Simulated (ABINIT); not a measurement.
## Phonons q calculation, with input and output: C (part 3 of 3)

Continued. System: C (P4/mmm, 4 atoms in the cell). Method: Kohn-Sham DFT of a periodic cell, PBE with D3, Ansatz PAW PBE default generated set, frozen core, no spin polarisation (ABINIT 10.8.3); cutoff 419.06 eV, 6×6×4 k-mesh, fermi-dirac of 0.05 eV. The structure was built on a prototype by a generator; it need not be a known phase. The settings are looser than a standard set-up, so the numbers are not reference values.

Geometry of the input (Å; fractional positions):
```
3.4477  0.0000  0.0000
0.0000  3.4477  0.0000
0.0000  0.0000  3.4035
C  0.1989  0.5000  0.0000
C  0.8011  0.5000  0.0000
C  0.5000  0.1989  0.0000
C  0.5000  0.8011  0.0000
```

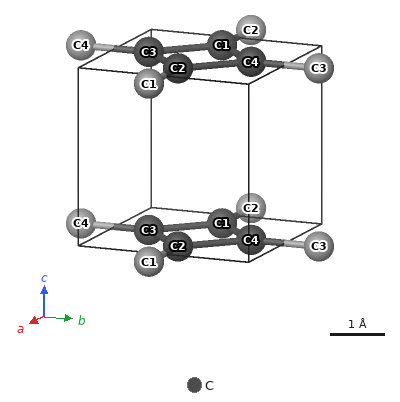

*The input geometry (ball-and-stick view of the cell of the calculation, seen slightly off an axis; neighbours outside the cell are drawn fainter; atoms are numbered from 1 in the order of the input).*

Output, continued
```
   2    1   2    1         0.3819621504         0.0000000000
   2    1   2    2        -0.0943780679         0.0000000000
   2    1   1    3         0.0702861741        -0.0000009825
   2    1   2    3        -0.0879959069        -0.0000020993
   2    1   1    4        -0.0702861741         0.0000009825
   2    1   2    4        -0.0879959069        -0.0000020993

   3    1   3    1         0.1393522228         0.0000000000
   3    1   3    2        -0.0455525777         0.0000000000
   3    1   3    3        -0.0590034397         0.0000004732
   3    1   3    4        -0.0590034397         0.0000004732

   1    2   1    1        -0.4975005488        -0.0000000000
   1    2   1    2         0.8096280050         0.0000000000
   1    2   1    3        -0.1758600658         0.0000012738
   1    2   2    3        -0.0785680657        -0.0000033636
   1    2   1    4        -0.1758600658         0.0000012738
   1    2   2    4         0.0785680657         0.0000033636

   2    2   2    1        -0.0943780679        -0.0000000000
   2    2   2    2         0.3819621504         0.0000000000
   2    2   1    3        -0.0702861741         0.0000009825
   2    2   2    3        -0.0879959069        -0.0000020993
   2    2   1    4         0.0702861741        -0.0000009825
   2    2   2    4        -0.0879959069        -0.0000020993

   3    2   3    1        -0.0455525777        -0.0000000000
   3    2   3    2         0.1393522228         0.0000000000
   3    2   3    3        -0.0590034397         0.0000004732
   3    2   3    4        -0.0590034397         0.0000004732

   1    3   1    1        -0.1758601002        -0.0000012914
   1    3   2    1         0.0702861052         0.0000010825
   1    3   1    2        -0.1758601002        -0.0000012914
   1    3   2    2        -0.0702861052        -0.0000010825
   1    3   1    3         0.4091223638         0.0000000000
   1    3   1    4         0.1482648602        -0.0000000000

   2    3   1    1         0.0785676494        -0.0000033709
   2    3   2    1        -0.0879961538         0.0000020190
   2    3   1    2        -0.0785676494         0.0000033709
   2    3   2    2        -0.0879961538         0.0000020190
   2    3   2    3         0.7607101338         0.0000000000
   2    3   2    4         0.2104577603         0.0000000000

   3    3   3    1        -0.0590034265        -0.0000004537
   3    3   3    2        -0.0590034265        -0.0000004537
   3    3   3    3         0.1030994407         0.0000000000
   3    3   3    4         0.0829041003        -0.0000000000

   1    4   1    1        -0.1758601002        -0.0000012914
   1    4   2    1        -0.0702861052        -0.0000010825
   1    4   1    2        -0.1758601002        -0.0000012914
   1    4   2    2         0.0702861052         0.0000010825
   1    4   1    3         0.1482648602         0.0000000000
   1    4   1    4         0.4091223638         0.0000000000

   2    4   1    1        -0.0785676494         0.0000033709
   2    4   2    1        -0.0879961538         0.0000020190
   2    4   1    2         0.0785676494        -0.0000033709
   2    4   2    2        -0.0879961538         0.0000020190
   2    4   2    3         0.2104577603        -0.0000000000
   2    4   2    4         0.7607101338         0.0000000000

   3    4   3    1        -0.0590034265        -0.0000004537
   3    4   3    2        -0.0590034265        -0.0000004537
   3    4   3    3         0.0829041003         0.0000000000
   3    4   3    4         0.1030994407         0.0000000000

  Phonon wavevector (reduced coordinates) :  0.00000  0.50000  0.00000
 Phonon energies in Hartree :
   7.767219E-04  9.604084E-04  1.686466E-03  2.906059E-03  2.957328E-03
   3.344689E-03  3.489440E-03  4.868364E-03  4.992428E-03  6.072008E-03
   6.804718E-03  7.818659E-03
 Phonon frequencies in cm-1    :
   1.704707E+02  2.107853E+02  3.701365E+02  6.378063E+02  6.490585E+02
   7.340744E+02  7.658435E+02  1.068482E+03  1.095711E+03  1.332652E+03
   1.493463E+03  1.715997E+03

== END DATASET(S) ==============================================================
================================================================================

 -outvars: echo values of variables after computation  --------
            acell      1.8897261259E+00  1.8897261259E+00  1.8897261259E+00 Bohr
           etotal1    -2.2922961231E+01
           etotal2     4.2645853870E+00
            fcart1    -4.4722734481E-03 -0.0000000000E+00 -0.0000000000E+00
                       4.4722734481E-03 -0.0000000000E+00 -0.0000000000E+00
                      -0.0000000000E+00 -4.4722734481E-03 -0.0000000000E+00
                      -0.0000000000E+00  4.4722734481E-03 -0.0000000000E+00
            fcart2     0.0000000000E+00  0.0000000000E+00  0.0000000000E+00
                       0.0000000000E+00  0.0000000000E+00  0.0000000000E+00
                       0.0000000000E+00  0.0000000000E+00  0.0000000000E+00
                       0.0000000000E+00  0.0000000000E+00  0.0000000000E+00
            rprim      3.4476631500E+00  0.0000000000E+00  0.0000000000E+00
                       0.0000000000E+00  3.4476631500E+00  0.0000000000E+00
                       0.0000000000E+00  0.0000000000E+00  3.4034911500E+00
           strten1     3.7077095546E-05  3.7077095546E-05 -1.1534491700E-04
                       0.0000000000E+00  0.0000000000E+00  0.0000000000E+00
           strten2     0.0000000000E+00  0.0000000000E+00  0.0000000000E+00
                       0.0000000000E+00  0.0000000000E+00  0.0000000000E+00
           xangst      6.8588438181E-01  1.7238315750E+00  0.0000000000E+00
                       2.7617787682E+00  1.7238315750E+00  0.0000000000E+00
                       1.7238315750E+00  6.8588438181E-01  0.0000000000E+00
                       1.7238315750E+00  2.7617787682E+00  0.0000000000E+00
             xred      1.9894182000E-01  5.0000000000E-01  0.0000000000E+00
                       8.0105818000E-01  5.0000000000E-01  0.0000000000E+00
                       5.0000000000E-01  1.9894182000E-01  0.0000000000E+00
                       5.0000000000E-01  8.0105818000E-01  0.0000000000E+00
 Calculation completed.
```

Summary

```json
{"quantity": "outcome", "value": "converged"}
{"quantity": "space group (tolerance 0.01 Å)", "value": "P4/mmm (123)"}
{"quantity": "electrons treated", "value": "16"}
{"quantity": "free energy", "value": "−623.7656 eV"}
{"quantity": "Fermi energy of the self-consistent step", "value": "4.090 eV"}
{"quantity": "pressure", "value": "0.40 GPa"}
{"quantity": "largest force (length of the vector)", "value": "0.230 eV/Å"}
{"quantity": "wall time", "value": "18 min"}
{"quantity": "peak memory", "value": "0.88 GiB"}
```

Notes

The settings depart from the standard set-up of this series, which can bear on the numbers. Further notes kept with the run: chneut/=0 not allowed with q/=0 => chneut reset to 0 locally; asr/=0 not allowed with q/=0 => asr reset to 0 locally. Points of doubt noted for this run: atoms not at rest; k mesh coarse for metal response; PAW spheres overlap.
